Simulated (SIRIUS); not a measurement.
System: CdS, space group P3m1 (No. 156).

Structure:
```
CELL_PARAMETERS angstrom
4.26117 0.00000 0.00000
-2.13058 3.69028 0.00000
0.00000 0.00000 5.80417
ATOMIC_POSITIONS crystal
Cd 0.00000 0.00000 0.44269
S 0.66667 0.33333 0.43431
```

Computed with SIRIUS 7.12.0: all-electron LAPW DFT, no spin polarisation; energies at scaled volumes of the given cell, shape and fractions fixed, counted from the fit's minimum, third-order Birch-Murnaghan fit. Level: PBEsol.

| setting | value |
| --- | --- |
| k mesh | 7×7×5 |
| occupations | Fermi–Dirac |
| smearing width | 0.05 eV |
| potentials | all electron FP LAPW |
| program settings | basis apw+lo standard, gk cutoff 3.68 1/bohr, pw cutoff 20 1/bohr |

What does the calculation give for the energy against volume? The volume takes the values 42.90, 43.81, 44.72, 45.64, 46.55, 47.46, 48.37 Å³/atom.

A third-order Birch–Murnaghan fit gives V0 = 43.30 Å³/atom, B0 = 32.3 GPa and B′ = 4.9. The energy rises from 0.42 meV/atom at volume 42.90 Å³/atom to 48.36 meV/atom at 48.37 Å³/atom.

```tsv
volume (Å³/atom)	energy (meV/atom)
42.90	0.42
43.81	0.51
44.72	4.41
45.64	11.64
46.55	21.35
47.46	33.61
48.37	48.36
```

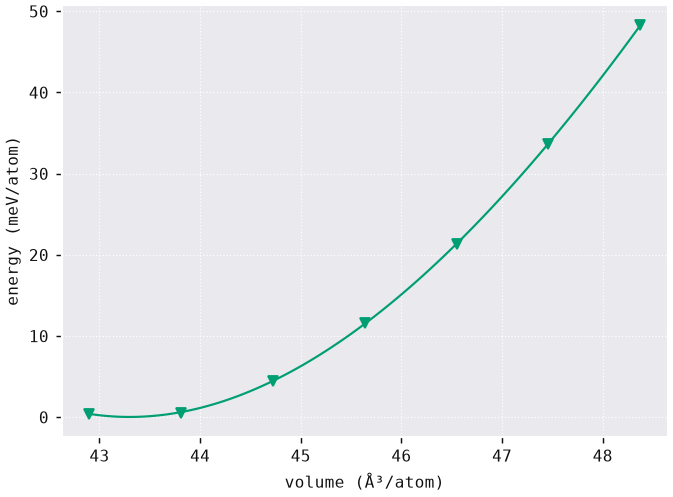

Limits of the calculation: shape and atomic fractions are frozen while scaling, which makes layered, chain and framework solids too stiff.
